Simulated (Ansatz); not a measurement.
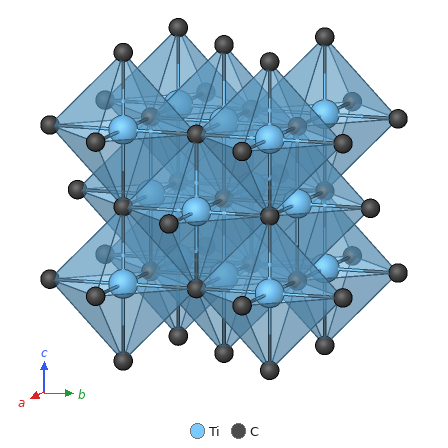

System: TiC, space group Fm-3m (No. 225) (cell built by us, not taken from a database). The picture shows the conventional cell.

Starting cell:
```cif
data_structure
_symmetry_space_group_name_H-M 'P 1'
_symmetry_Int_Tables_number 1
_cell_length_a 3.0638
_cell_length_b 3.0638
_cell_length_c 3.0638
_cell_angle_alpha 60.000
_cell_angle_beta 60.000
_cell_angle_gamma 60.000
_cell_volume 20.34
loop_
_atom_site_label
_atom_site_type_symbol
_atom_site_fract_x
_atom_site_fract_y
_atom_site_fract_z
_atom_site_occupancy
Ti1 Ti 0.00000 0.00000 0.00000 1
C1 C 0.50000 0.50000 0.50000 1
```

Method: periodic Kohn-Sham DFT of a crystal at fixed atoms, scaled to the stated factor times the given cell; pressure positive in compression, energy less spherical unpolarised free atoms (Ansatz 0.2.0). Level: PBE.

```tsv
setting	value
method	all-electron LAPW
relativity	scalar
k mesh	14×14×14
occupations	Fermi–Dirac
smearing width	0.03 eV
basis error target	0.25 (meV/atom)
nucleus	Gaussian
```

V(given) is 10.17 Å³/atom.

What does the calculation give for the energy less free atoms and pressure against V/V(given)? The V/V(given) takes the values 0.950, 0.975, 1.000, 1.025, 1.050.

A third-order Birch–Murnaghan fit gives V0 = 10.17 Å³/atom, B0 = 251 GPa and B′ = 4.2. The energy less free atoms is −8.7814 eV/atom at V/V(given) 0.950 and −8.7846 eV/atom at 1.050; the lowest computed point is at V/V(given) 1.000 (−8.8030 eV/atom), and no other minimum shows among the points. The pressure falls from 14.2 GPa at V/V(given) 0.950 to −11.1 GPa at 1.050, and changes sign near 1.000.

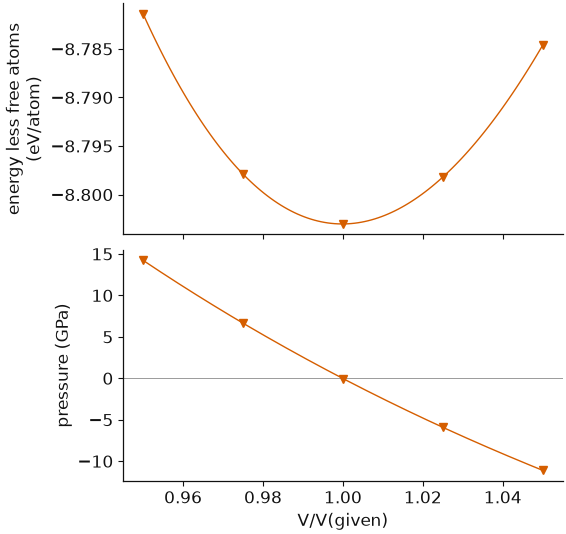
